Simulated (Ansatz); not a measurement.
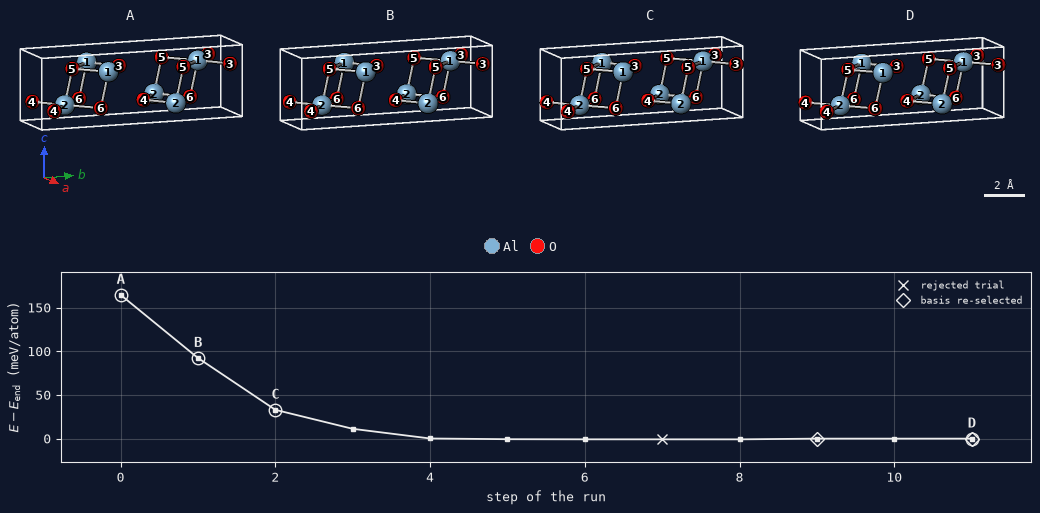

Frames of a relaxation of crystalline AlO₂ (set up in Cmcm), marked on the history of the run. The picture is a ball-and-stick view of the conventional cell (2 times the calculation's cell), seen slightly off an axis. Lengths and directions refer to the drawn axes.

The run lets cell and atoms move.

Method: Kohn-Sham DFT of a periodic cell, r2SCAN, Ansatz PAW (Ansatz).

Input
```yaml
crystal:
  lattice:
    - [1.488162, -5.402833, 0.0]
    - [1.488162, 5.402833, 0.0]
    - [0.0, 0.0, 3.646612]
  atoms:
    - { symbol: Al, position: [0.668133, 0.331867, 0.75] }
    - { symbol: Al, position: [0.331867, 0.668133, 0.25] }
    - { symbol: O, position: [0.061072, 0.938928, 0.75] }
    - { symbol: O, position: [0.938928, 0.061072, 0.25] }
    - { symbol: O, position: [0.294184, 0.705816, 0.75] }
    - { symbol: O, position: [0.705816, 0.294184, 0.25] }
hamiltonian:
  xc: r2scan
  pseudopotentials: { kind: paw }
kpoints:
  mp_grid: { grid: [9, 9, 7] }
scf:
  occupations: { method: fermi_dirac, width: 0.05 }
output:
  forces: true
  stress: true
  eigenvalues: true
  write_density: true
  write_potential: true
  elf: true
  volumetric_format: npy
relax:
  f_tol: 0.01
  max_steps: 40
  cell: { stress_tol: 0.05 }
```

Launched with:
```bash
ansatz run input.yaml --threads 2 --pin off --max-ram 5632MiB --backend cpu --events-out ev --progress --plain --runs-dir out
```

What happens along the run?

The energy falls by 165 meV per atom in 8 accepted moves (11 points after the start). Largest force component: 0.79 eV/Å at the start, 0.0013 eV/Å at the end. Pressure: −7.40 GPa at the start and −0.01 GPa at the end. The line search rejected the trial step at point 7 of the run. At 2 points the geometry stayed and the basis and grid were re-selected for the new cell (energy shift of 0.8 meV per atom at most each time). The largest moves relative to the cell, 0.32 Å, are those of O3 and O4. O4 goes along −b. By element the largest moves are O 0.32 Å, Al 0.06 Å. The volume changes by −12.6 %, with a 2.976 → 2.904 Å (−2.4 %), b 10.806 → 9.831 Å (−9.0 %), c 3.647 → 3.592 Å (−1.5 %). Some distances before and after: Al1–O3 1.885 → 1.957 Å, Al1–O5 2.017 → 1.953 Å, Al1–O6 1.868 → 1.844 Å. Bond angles that change, for instance: O4–Al2–O4 104.3° → 95.8°, Al1–O3–Al1 104.3° → 95.8°, O4–Al2–O6 175.4° → 179.9°. The space group stays Cmcm (No. 63). From step 0 to 1: O atoms move most (0.12 Å), volume −6.6 %, energy −72.3 meV per atom. From step 1 to 2: O atoms move most (0.13 Å), volume −5.9 %, energy −59.4 meV per atom. From step 2 to 11: O atoms move most (0.07 Å), volume −0.6 %, energy −33.0 meV per atom.

```json
{"step": "0", "E − E(0), meV/atom": "0.00", "largest force component, eV/Å": "0.7859", "pressure, GPa": "-7.40", "volume, Å³/atom": "9.773", "note": ""}
{"step": "1", "E − E(0), meV/atom": "-72.29", "largest force component, eV/Å": "1.8829", "pressure, GPa": "-3.67", "volume, Å³/atom": "9.132", "note": ""}
{"step": "2", "E − E(0), meV/atom": "-131.66", "largest force component, eV/Å": "1.4090", "pressure, GPa": "-0.75", "volume, Å³/atom": "8.597", "note": ""}
{"step": "3", "E − E(0), meV/atom": "-153.42", "largest force component, eV/Å": "0.7398", "pressure, GPa": "3.34", "volume, Å³/atom": "8.305", "note": ""}
{"step": "4", "E − E(0), meV/atom": "-164.50", "largest force component, eV/Å": "0.1423", "pressure, GPa": "-0.34", "volume, Å³/atom": "8.575", "note": ""}
{"step": "5", "E − E(0), meV/atom": "-165.31", "largest force component, eV/Å": "0.0878", "pressure, GPa": "-0.12", "volume, Å³/atom": "8.547", "note": ""}
{"step": "6", "E − E(0), meV/atom": "-165.45", "largest force component, eV/Å": "0.0258", "pressure, GPa": "0.14", "volume, Å³/atom": "8.539", "note": ""}
{"step": "7", "E − E(0), meV/atom": "-165.44", "largest force component, eV/Å": "0.0477", "pressure, GPa": "-0.13", "volume, Å³/atom": "8.545", "note": "rejected"}
{"step": "8", "E − E(0), meV/atom": "-165.49", "largest force component, eV/Å": "0.0014", "pressure, GPa": "0.00", "volume, Å³/atom": "8.542", "note": ""}
{"step": "9", "E − E(0), meV/atom": "-164.67", "largest force component, eV/Å": "0.0016", "pressure, GPa": "0.07", "volume, Å³/atom": "8.542", "note": "same geometry, new basis"}
{"step": "10", "E − E(0), meV/atom": "-164.67", "largest force component, eV/Å": "0.0013", "pressure, GPa": "-0.01", "volume, Å³/atom": "8.545", "note": ""}
{"step": "11", "E − E(0), meV/atom": "-164.67", "largest force component, eV/Å": "0.0013", "pressure, GPa": "-0.01", "volume, Å³/atom": "8.545", "note": "same geometry, new basis"}
```
